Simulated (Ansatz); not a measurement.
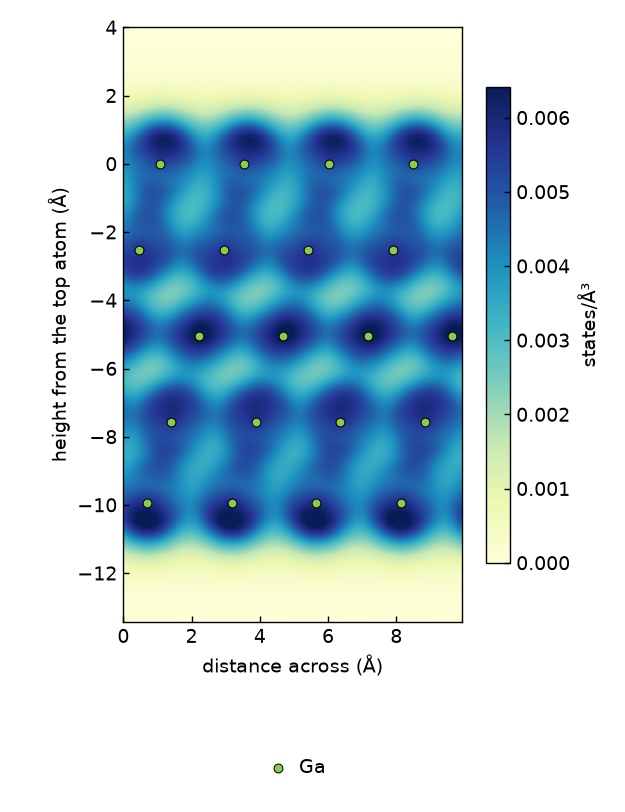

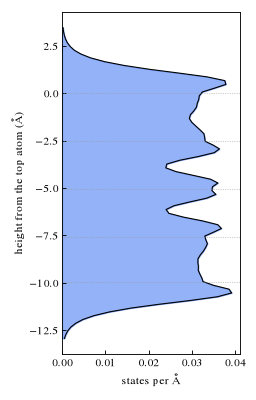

Density of all states between +0.25 and +0.50 eV (zero: the Fermi level) of Ga(101) (I4/mmm bulk, 5 atomic planes (those closer than 0.6 Å count as one), 10 Å): side view, averaged along the second cell vector, and the full density summed over planes, the part near the nuclei included (dotted lines mark the atomic planes).

The first picture shows the smooth PAW orbitals' density alone; the shares below count all of it.

All numbers here come from DFT PBE, scalar-relativistic, plane waves, PAW in Ansatz 0.2.0. Cutoff 420 eV, 29 × 27 k-points, Gaussian smearing 0.1 eV, dipole correction. The slab is a cut without reconstruction beyond its cell, at the source's lattice constants, with its lower half held fixed and the rest relaxed. Relaxation changes the spacing of inner planes by up to 6 %, all the same way; the held half keeps the source's spacing. No spin polarisation. The run couldn't confirm all of its levels under its output density. The run warns that the functional's potential is rough in the thin density of the vacuum, where the tip is; weak contrasts and barriers may feel it.

```
Ga
1.0
     2.80800    0.00000    0.00000
    -1.40400    2.63432    0.00000
     0.00000    0.00000   27.50382
Ga
5
Direct
  0.28405 0.56810 0.32723
  0.56810 0.13620 0.41361
  0.89176 0.78353 0.50544
  0.18547 0.37094 0.59729
  0.43144 0.86288 0.68866
```

The last single point, restarted from the relaxation's density, took 12 min on 1 thread of Arm Neoverse V1, with other jobs on the host, peak memory 1.9 GiB.

Where in the slab do these states sit?

The window holds 0.42 states per cell. Shares by plane (space cut midway between planes), top to bottom: Ga 22 %, Ga 19 %, Ga 18 %, Ga 19 %, Ga 22 %; the outer planes' shares include the vacuum, and density in a gap between layers is shared out between the planes on either side. The states spread through the slab.
